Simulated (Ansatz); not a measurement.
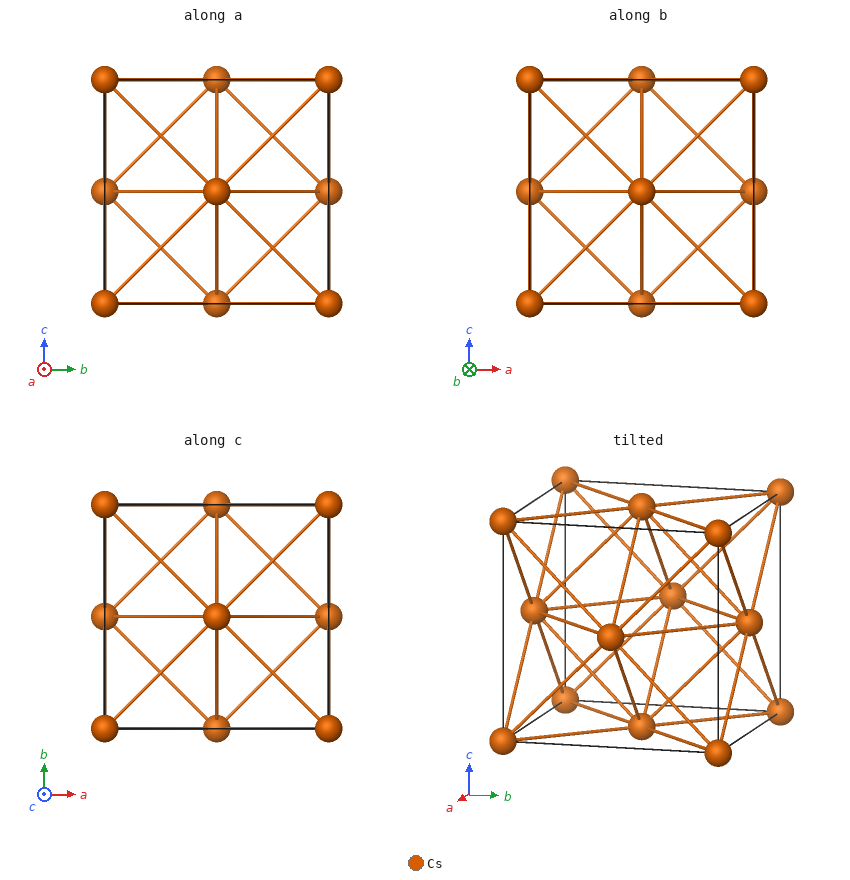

We look at a ball-and-stick model of the crystal along the a axis, along the b axis, along the c axis and slightly off an axis. The box is the conventional unit cell; atoms on or close to its faces, edges and corners are drawn wherever they repeat.

Lattice parameters: a = 7.6225 Å, b = 7.6225 Å, c = 7.6225 Å, α = 90.000°, β = 90.000°, γ = 90.000°.

Turn the picture into a CIF in P1 with every atom of the cell.

Answer.
```cif
data_structure
_symmetry_space_group_name_H-M 'P 1'
_symmetry_Int_Tables_number 1
_cell_length_a 7.6225
_cell_length_b 7.6225
_cell_length_c 7.6225
_cell_angle_alpha 90.000
_cell_angle_beta 90.000
_cell_angle_gamma 90.000
_cell_volume 442.89
loop_
_atom_site_label
_atom_site_type_symbol
_atom_site_fract_x
_atom_site_fract_y
_atom_site_fract_z
_atom_site_occupancy
Cs1 Cs 0.0000 0.0000 0.0000 1
Cs2 Cs 0.0000 0.5000 0.5000 1
Cs3 Cs 0.5000 0.0000 0.5000 1
Cs4 Cs 0.5000 0.5000 0.0000 1
```

It goes back to a structure type filled with this element by a generator (whether the element takes this form wasn't checked). Earlier steps of the study may have refined or changed the cell and positions. It was run through Ansatz as a DFT input.
